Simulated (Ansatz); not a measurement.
The coordinates of a crystal:

```cif
data_structure
_symmetry_space_group_name_H-M 'P 1'
_symmetry_Int_Tables_number 1
_cell_length_a 3.8319
_cell_length_b 7.4096
_cell_length_c 27.3703
_cell_angle_alpha 90.000
_cell_angle_beta 90.000
_cell_angle_gamma 104.986
_cell_volume 750.69
loop_
_atom_site_label
_atom_site_type_symbol
_atom_site_fract_x
_atom_site_fract_y
_atom_site_fract_z
_atom_site_occupancy
Si1 Si 0.52164 0.03876 0.29703 1
Si2 Si 0.11401 0.22413 0.29386 1
Si3 Si 0.35917 0.71921 0.31224 1
Si4 Si 0.84884 0.69911 0.36195 1
Si5 Si 0.11868 0.23651 0.38064 1
Si6 Si 0.70464 0.40908 0.40399 1
Si7 Si 0.97099 0.94251 0.42082 1
Si8 Si 0.45779 0.91607 0.47075 1
Si9 Si 0.72575 0.45127 0.48887 1
Si10 Si 0.31167 0.62352 0.51113 1
Si11 Si 0.57963 0.15873 0.52925 1
Si12 Si 0.06642 0.13229 0.57918 1
Si13 Si 0.33276 0.66571 0.59601 1
Si14 Si 0.91872 0.83828 0.61936 1
Si15 Si 0.18855 0.37569 0.63805 1
Si16 Si 0.67822 0.35559 0.68776 1
Si17 Si 0.92337 0.85067 0.70614 1
Si18 Si 0.51575 0.03603 0.70297 1
```

Q: Interpret the file: composition, symmetry and coordination.

A: The element is silicon. The cell holds 18 atoms. The bonds build Si layers parallel to (001).

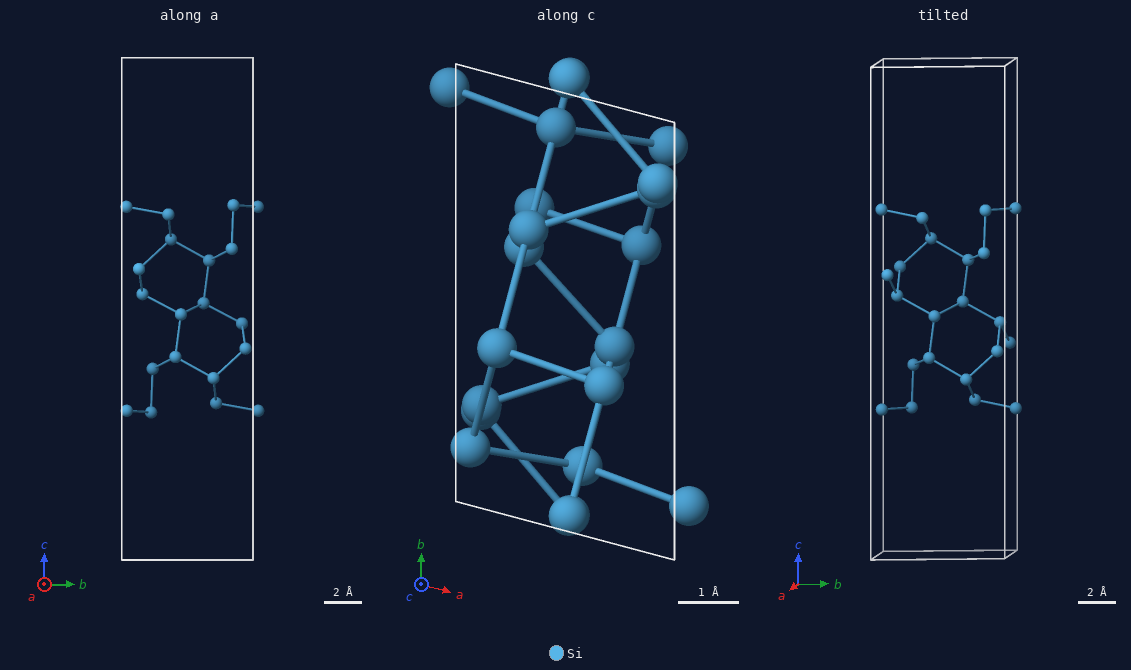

Drawn in the ball-and-stick manner and seen along the a axis, along the c axis and slightly off an axis. One simulation cell is outlined, and atoms on its boundary appear in each equivalent place.

The starting point was a structure listed in the Materials Project, from which a slab was cut. The atoms were relaxed in a fixed cell with DFT r2SCAN, scalar-relativistic, plane waves, PAW (Ansatz).
